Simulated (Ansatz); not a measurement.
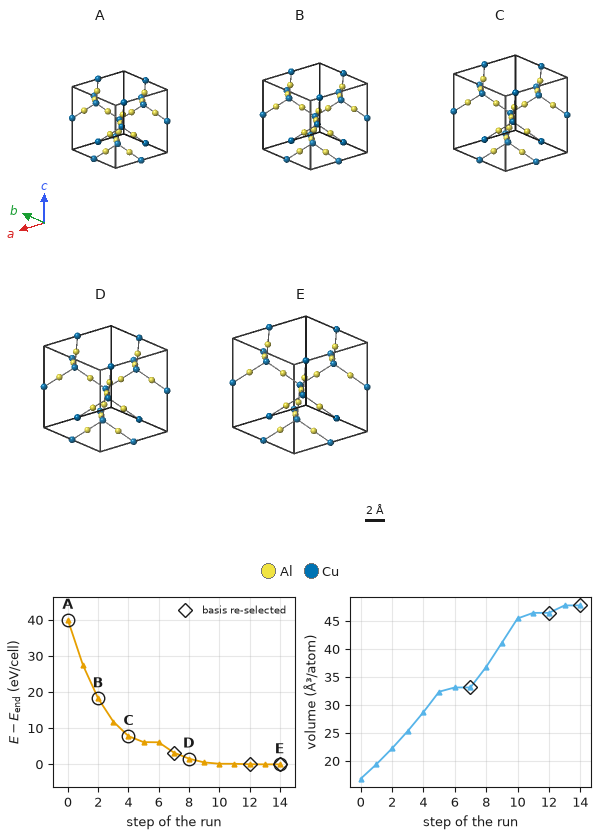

Frames of a relaxation of solid Al₂Cu (a generated structure, set up in Fd-3m) (coarse preliminary run), marked on the history of the run. Style: ball-and-stick. Shown: the conventional cell (4 times the calculation's cell), from a free direction. Lengths and directions refer to the drawn axes.

Computed with Ansatz 0.2.0, DFT PBE, scalar-relativistic, plane waves, PAW.

The input:
```yaml
crystal:
  lattice:
    - [0.0, 3.69667621, 3.69667621]
    - [3.69667621, 0.0, 3.69667621]
    - [3.69667621, 3.69667621, 0.0]
  atoms:
    - { symbol: Al, position: [0.625, 0.625, 0.625] }
    - { symbol: Al, position: [0.625, 0.625, 0.125] }
    - { symbol: Al, position: [0.625, 0.125, 0.625] }
    - { symbol: Al, position: [0.125, 0.625, 0.625] }
    - { symbol: Cu, position: [0.5, 0.5, 0.5] }
    - { symbol: Cu, position: [0.75, 0.75, 0.75] }
basis:
  ecutwfc: 420
kpoints:
  mp_grid: { grid: [4, 4, 4] }
hamiltonian:
  xc: pbe
scf:
  occupations: { method: gaussian, width: 0.1 }
  lower_state_search: "off"
output:
  forces: true
  stress: true
  eigenvalues: true
relax:
  adjacent_minimum: "off"
  f_tol: 0.04
  max_steps: 70
  cell: { stress_tol: 0.4 }
```

Launched with:
```bash
ansatz run input.yaml --threads 1 --pin off --max-ram 2560MiB --backend cpu --events-out ev --progress --plain --runs-dir out
```

Q: Describe the path.

A: The atoms keep their places relative to the cell (all moves are under 0.005 Å). The drawn cell changes as follows: a = b = c 7.393 → 10.469 Å (+41.6 %); the volume changes by +184.0 %. Some distances before and after: Al1–Cu5 1.601 → 2.267 Å. The space group stays Fd-3m (No. 227). Over 11 accepted moves (14 points after the start) the energy falls by 40.031 eV per cell of the calculation. All forces vanish by symmetry, so only the cell relaxes. Pressure: 158.18 GPa at the start and 0.25 GPa at the end. At 3 points the geometry stayed and the basis and grid were re-selected for the new cell (energy shift of 2.853 eV per cell of the calculation at most each time). From step 0 to 2: volume +32.2 %, energy −21.754 eV per cell of the calculation. From step 2 to 4: volume +29.1 %, energy −10.443 eV per cell of the calculation. From step 4 to 8: volume +28.1 %, energy −6.250 eV per cell of the calculation. From step 8 to 14: volume +29.9 %, energy −1.583 eV per cell of the calculation.
